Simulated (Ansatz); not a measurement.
# Collinear magnetic orders of CuAs2O4 with PBEsol+U: relative energies and shell couplings

In CuAs2O4 each Cu²⁺ ion has nine d electrons and so one hole, which carries the spin. The Cu ions form chains in which neighbouring oxygen polyhedra share edges, and As³⁺ with its lone pair sits between the chains. Such chains serve as models of low-dimensional magnetism, and the sign of their couplings decides whether a material has a net magnetization. The question is which collinear order is lowest, and whether a few pair couplings reproduce the energies of the others. The energies are computed with PBEsol and U = 6 eV on Cu at fixed measured atomic positions, and are given per Cu atom relative to the parallel order.

## Computational details

One system, CuAs2O4 (P4_2/mbc), 28 atom(s) a primitive cell, from measured cells of the Crystallography Open Database (measured order: ferro (arxiv:1401.3400)). Ansatz 0.2.0, plane waves with default PAW datasets, cutoff 420 eV, Fermi-Dirac smearing of 0.02 eV, k meshes whose coarsest spacing along a reciprocal vector is 0.19 1/Å over all runs (2π included). Functional: PBEsol with Hubbard U (eV) Cu 6; collinear spins, no spin-orbit coupling. Atoms are fixed. Each order is started from typed moments on Cu, in the primitive cell and on the same 4x4x6 mesh; only runs that kept their pattern of signs are listed. Runs that did not converge or carry a known fault are not listed. The same in all rows: sum of e_i.e_j over the 2 Cu neighbours at 5.57 Å, mean over magnetic atoms (+1 parallel, -1 opposed): 2.0; metal or insulator in the row's run, judged by its smearing entropy or density of states at the Fermi energy (a gap under a few smearing widths counts as a metal): insulator.

Notes on method and selection:

- In a Heisenberg model with E = -sum over ordered pairs of J e_i.e_j, the energy per magnetic atom is E0 less the sum over shells of J times the listed sum; further shells and changes of moment size are outside it.
- Each state is what a run reaches from typed starting moments; only a few collinear orders were started, so the lowest found need not be the ground state. Spin-orbit coupling is left out of these energies, which are free energies at the smearing width. A magnetic atom is one that was given a starting moment.
- Site moments count the spin inside each program's own atomic sphere, so they depend somewhat on its radius and leave out the spin between the spheres.
- Under the Hubbard U the parallel order was started from atomic orbitals, and the other orders from the orbital occupations of the lowest run so far, without an orbital search of their own.
- Ansatz's own search for a lower self-consistent state was left at its default for the parallel order and switched off for the other orders, so those may rest in a state that is not the lowest for their pattern of moments.
- The shell on the horizontal axis is the one of the three whose sum correlates best with the energies.
- Runs that did not converge, have known faults or may not be shown are not listed, and runs on Ansatz's PAW sets soft_1 and soft_2 are kept to separate tables.

Columns:

- shell at 2.79 Å: sum of e_i.e_j over the 2 Cu neighbours at 2.79 Å, mean over magnetic atoms (+1 parallel, -1 opposed).
- shell at 6.08 Å: sum of e_i.e_j over the 4 Cu neighbours at 6.08 Å, mean over magnetic atoms (+1 parallel, -1 opposed).
- moment (μB): largest site spin moment.
- net moment (μB): size of the net spin moment per magnetic atom.
- energy (meV): energy less that of the parallel order, per magnetic atom.

Input lines of one member:

```
magnetization:
  spin_polarized: true
kpoints:
  mp_grid: { grid: [4, 4, 6] }
hamiltonian:
  xc: pbesol
  hubbard: { sites: [{ species: Cu, l: d, u_eff: 6.0 }] }
scf:
  occupations: { method: fermi_dirac, width: 0.02 }
```

Command (options for logging and memory left out): `ansatz run input.yaml`

## Numbers

| member | shell at 2.79 Å | shell at 6.08 Å | moment (μB) | net moment (μB) | energy (meV) |
| --- | --- | --- | --- | --- | --- |
| opposed ++-- | −2 | −4 | 0.673 | 0.0 | 7.07 |
| opposed +--+ | −2 | 4 | 0.672 | 0.0 | 7.67 |
| partly opposed +++- | 0 | 0 | 0.673 | 0.5 | ? |
| parallel ++++ | 2 | 4 | 0.670 | 1.0 | 0.00 |
| opposed +-+- | 2 | −4 | 0.669 | 0.0 | 0.73 |

Cells marked ? are withheld until the estimate has been made.

energy (meV) against shell at 2.79 Å, members shown (numbers count the rows of the first table from the top):

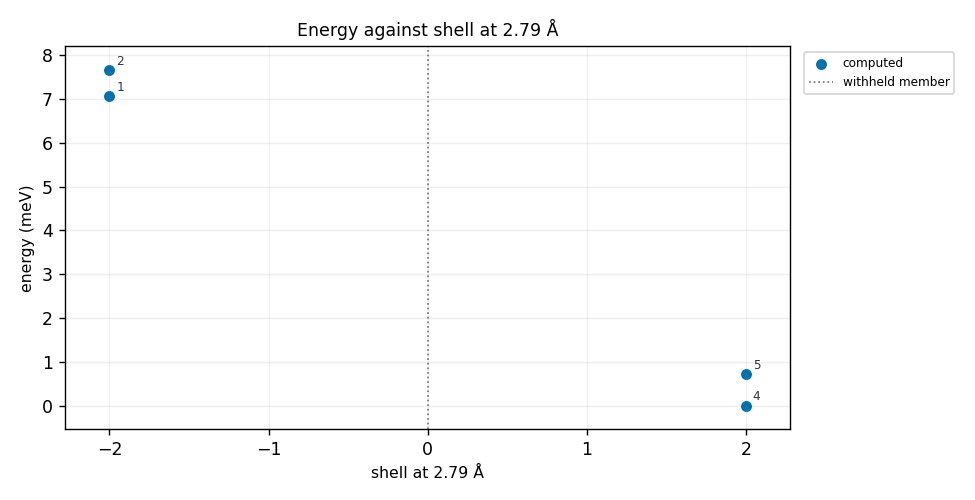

## The trend and its physics

The parallel order is the lowest of the four with a shown energy, in agreement with the measured ferromagnetic order. Its lead over +-+- is only 0.73 meV, and it alone had a search for a lower self-consistent state, which may favour it slightly.

The energies fall into two groups according to the neighbours at 2.79 Å. With these parallel, the mean is (0.00 + 0.73) / 2 = 0.365 meV; with them opposed, it is (7.07 + 7.67) / 2 = 7.37 meV. The listed sum changes by 4 between the groups, so the coupling is J = (7.37 − 0.365) / 4 = 1.75 meV, ferromagnetic. The sign is the one expected for Cu–O–Cu angles near 90°: the holes of two neighbouring Cu ions then reach different p orbitals of the shared oxygen, antiferromagnetic superexchange is weak, and Hund's coupling on the oxygen favours parallel spins.

The shell at 6.08 Å adds almost nothing. Its fitted coupling is [(0.73 + 7.07) − (0.00 + 7.67)] / (2 × 8) = 0.008 meV, and the fit with both shells still misses every energy by 0.33 meV. If each order is left out in turn, this fit misses each by (0.73 + 7.67) − (0.00 + 7.07) = 1.33 meV, against 0.60 to 0.73 meV for the 2.79 Å shell alone and roughly 4 to 5 meV for the mean of the others. One coupling therefore accounts for most of the spread, and the second is not supported.

The third shell, at 5.57 Å, joins Cu atoms one lattice vector apart along the chain. They are parallel in every order, so their coupling drops out of all energy differences. In edge-sharing copper chains this coupling is often antiferromagnetic and can favour a spiral, a possibility that these collinear orders in the primitive cell leave open.

## An estimate before looking

Plain estimates from the members shown:

- partly opposed +++-, mean of the 4 members shown: 3.87 meV, standard deviation 3.5

For +++- the mean of the four shown energies is more than a default guess: it is what a model of pair couplings requires. The four Cu sites of the cell can be paired in three ways: 1–3 with 2–4 (the 2.79 Å shell), 1–4 with 2–3 (the 6.08 Å shell), and 1–2 with 3–4 (more distant neighbours). In +++- each pairing contains one parallel and one opposed pair, so its contributions cancel if the two pairs are equivalent by symmetry. Over the four shown orders each pairing is parallel twice and opposed twice, and cancels as well. The energy is then

$E = (0.00 + 0.73 + 7.67 + 7.07) / 4 = 3.87$ meV.

The 0.33 meV misses of the two-shell fit have the sign pattern of the third pairing: ++++ and ++-- lie below the fit, +-+- and +--+ above it. A weak ferromagnetic coupling between more distant neighbours would produce this, and it too would cancel in +++-.

No shift is applied for moment size, since the largest moment, 0.673 μB, lies within the range of the other rows. What remains uncertain is a term in the product of all four spins, which is positive in every shown order and negative in +++-, and the missing orbital search. The shown rows give no direct measure of either, so the 0.33 meV departure from the two-shell fit is taken as the scale of the error.

**Committed estimate, partly opposed +++-: energy = 3.9 ± 0.3 meV.**

## The answer

| member | shell at 2.79 Å | shell at 6.08 Å | moment (μB) | net moment (μB) | energy (meV) |
| --- | --- | --- | --- | --- | --- |
| partly opposed +++- | 0 | 0 | 0.673 | 0.5 | 3.87 |

| member | estimate | energy (meV) | computed | estimate − computed | miss in error bars |
| --- | --- | --- | --- | --- | --- |
| partly opposed +++- | committed | 3.90 | 3.87 | +0.03 | 0.1 |
| partly opposed +++- | mean | 3.87 | 3.87 | 0.00 |  |

energy (meV) against shell at 2.79 Å (numbers count the rows of the first table from the top):

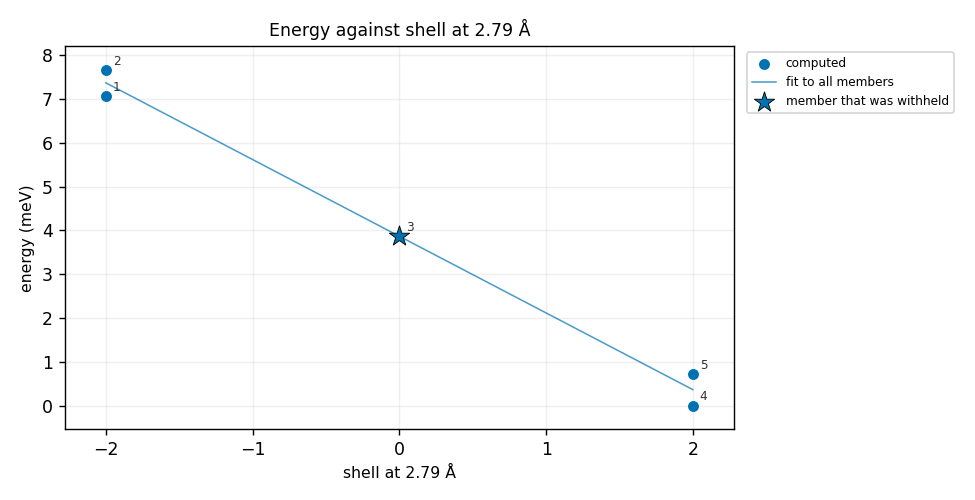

The computed energy of +++-, 3.87 meV, lies well inside the error bar of the estimate, 3.9 ± 0.3 meV. The estimate is no better than the plain mean, because it is that mean, rounded.

The cancellation of the pair couplings held. The mean of the other four energies is also 3.87 meV, so a term in the product of all four spins, which would shift +++- away from this mean, is not visible at the printed precision. The error bar was too wide. It was taken from the misses of the two-shell fit, although the pair coupling suspected behind those misses cancels in +++- as well.

The result supports a description by pair couplings, but says nothing about their signs or sizes, since any set of them would put +++- at the mean. The ferromagnetic sign of the coupling at 2.79 Å rests on the other four orders.

## Exceptions

Least-squares fits to the whole series, with x = shell at 2.79 Å; R² and errors in the fitted variable (y, or ln y where the fit is in ln y):

| y | members | fit | R² | rms residual | leave-one-out rms | the same for the mean of the others |
| --- | --- | --- | --- | --- | --- | --- |
| energy (meV) | 5 | y = 3.868 − 1.751 x | 0.99 | 0.30 | 0.54 | 3.9 |

Largest departures from the fit to the whole series:

| member | energy (meV) | fit | computed − fit | in rms residuals |
| --- | --- | --- | --- | --- |
| parallel ++++ | 0.00 | 0.37 | −0.37 | 1.2 |
| opposed +-+- | 0.73 | 0.37 | +0.36 | 1.2 |
| opposed +--+ | 7.67 | 7.37 | +0.30 | 1.0 |
| opposed ++-- | 7.07 | 7.37 | −0.30 | 1.0 |

No order stands out from the one-shell fit: the four largest departures are all between 0.30 and 0.37 meV in size. Their signs do form a pattern, with ++++ and ++-- below the line and +-+- and +--+ above it.

This fits a weak ferromagnetic coupling between Cu atoms on neighbouring chains that are also displaced by one step along the chain, at about $\sqrt{6.08^2 + 2.79^2} = 6.7$ Å. Each Cu has eight such neighbours, parallel in the first two orders and opposed in the others. The coupling is then [(0.73 + 7.67) − (0.00 + 7.07)] / (2 × 16) = 0.04 meV, with any more distant shells of the same sign pattern included. The missing search for a lower state is a less likely cause, because ++-- and +--+ both lacked it and still differ by 0.60 meV.

## Closing remarks

The parallel order is the lowest of the five. The 2.79 Å coupling alone reproduces the energies with a leave-one-out error of 0.54 meV, against 3.9 meV for the mean of the others. Of the three listed shells, the one at 6.08 Å adds little and the one at 5.57 Å is constant; the remaining misses are consistent with a weak coupling near 6.7 Å, though with a third pairing added the four orders other than +++- are matched exactly by construction.

For a spin-1/2 model with $H = -J_b\,\mathbf{S}_i\cdot\mathbf{S}_j$, each bond counted once, the slope gives $J_b$ = 8 × 1.751 = 14.0 meV, or 14.0 × 11.6 = 162 K, ferromagnetic at this U.

The coupling at 5.57 Å, which these orders cannot give, could change the true ground state. For a classical chain on its own, a spiral replaces the parallel order once this coupling is antiferromagnetic and exceeds a quarter of the nearest-neighbour one, 1.751 / 4 = 0.44 meV in the convention of the fit.

[Logs are printed without paths, hosts, clocks, repeated set-up lines and the standing remarks that a program may print on its own settings, such as how far it seeks lower states.]
